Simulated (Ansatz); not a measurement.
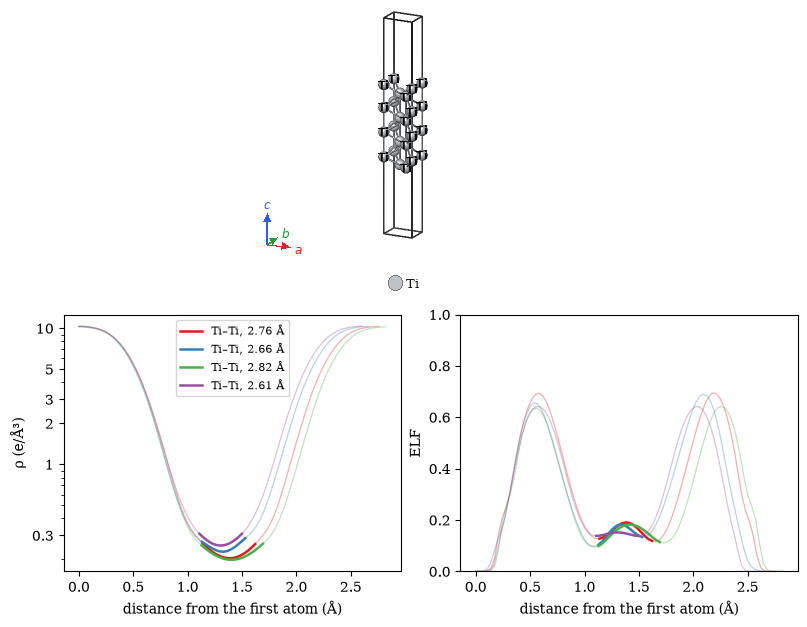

The picture shows: Ti (slab). Valence charge density (pseudo) and electron localisation function along straight lines between neighbouring atoms. Thin, pale parts lie inside the atomic spheres. The structure is drawn too.

Computed without spin polarisation.

Method: Ansatz 0.2.0, DFT PBEsol, scalar-relativistic, plane waves, PAW.

Core electrons are frozen (PAW), and the valence fields are smoothed inside the atomic spheres.

Input file:

```
crystal:
  lattice:
    - [4.5152900523, 0.0, 0.0]
    - [-2.2576450261, 3.9103558907, 0.0]
    - [0.0, 0.0, 24.7957777699]
  atoms:
    - { symbol: Ti, position: [0.3333333333, 0.6666666667, 0.3024708509] }
    - { symbol: Ti, position: [0.6666666667, 0.3333333333, 0.3024708509] }
    - { symbol: Ti, position: [0.0, 0.0, 0.3589077506] }
    - { symbol: Ti, position: [0.3333333333, 0.6666666667, 0.4153446504] }
    - { symbol: Ti, position: [0.6666666667, 0.3333333333, 0.4153446504] }
    - { symbol: Ti, position: [0.0, 0.0, 0.4717815501] }
    - { symbol: Ti, position: [0.3333333333, 0.6666666667, 0.5282184499] }
    - { symbol: Ti, position: [0.6666666667, 0.3333333333, 0.5282184499] }
    - { symbol: Ti, position: [0.0, 0.0, 0.5846553496] }
    - { symbol: Ti, position: [0.3333333333, 0.6666666667, 0.6410922494] }
    - { symbol: Ti, position: [0.6666666667, 0.3333333333, 0.6410922494] }
    - { symbol: Ti, position: [0.0, 0.0, 0.6975291491] }
basis:
  ecutwfc: 420
kpoints:
  mp_grid: { grid: [9, 9, 1] }
hamiltonian:
  xc: pbesol
scf:
  occupations: { method: gaussian, width: 0.1 }
output:
  forces: true
  eigenvalues: true
  write_density: true
  write_potential: true
  elf: true
  volumetric_format: npy
relax:
  adjacent_minimum: "off"
  f_tol: 0.02
  max_steps: 60
efield:
  axis: 3
  dipole_correction: true
  ramp_width: 0.04
```

Run with:

```sh
ansatz run input.yaml --threads 1 --pin off --max-ram 2560MiB --backend cpu --events-out ev --progress --plain --runs-dir out
```

The fields are those of the relaxed geometry.

Compare the contacts.

Ti–Ti (2.76 Å): ρ is about 0.2 e/Å³ halfway; the ELF is about 0.20 at the midpoint: no localised pair shows between them.
Ti–Ti (2.66 Å): ρ is about 0.23 e/Å³ halfway; the ELF is about 0.20 at the midpoint; no shared electron pair shows on this line.
Ti–Ti (2.82 Å): the density is about 0.2 e/Å³ at the midpoint; the ELF is about 0.20 at the midpoint; no localised pair shows between them.
Ti–Ti (2.61 Å): ρ at the midpoint is about 0.25 e/Å³; the ELF is about 0.15 at the midpoint (no shared electron pair shows on this line).
